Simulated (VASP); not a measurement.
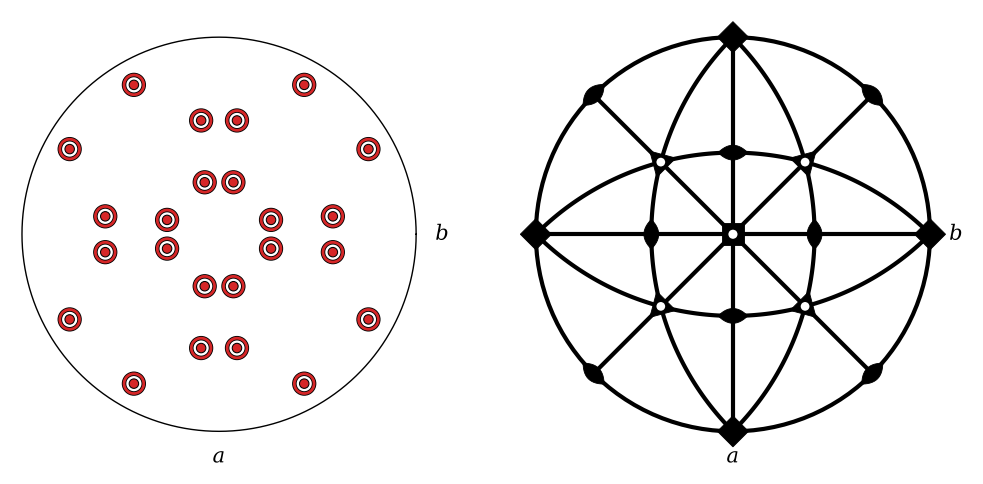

Stereographic projection: filled dots lie in the upper hemisphere, open rings in the lower; heavy lines are mirror planes (a heavy rim: a mirror in the plane of the page); lens, triangle, square and hexagon are 2-, 3-, 4- and 6-fold axes, a lens in an open square is −4, a triangle in an open hexagon −6; thin dashed diameters join the ends of axes that lie in the page; a small open circle marks inversion. The c axis points at the viewer. Left: one general form; right: the symmetry elements. Computed from the symmetry operations of a computed or model structure of composition Dy.

Which point group is this?

m-3m (Oh), order 48, cubic system: three fourfold axes, four threefold axes, six twofold axes, nine mirror planes, an inversion centre.

Can such a crystal be piezoelectric, pyroelectric or chiral?

It is centrosymmetric, so neither piezoelectric nor pyroelectric; it is not chiral.
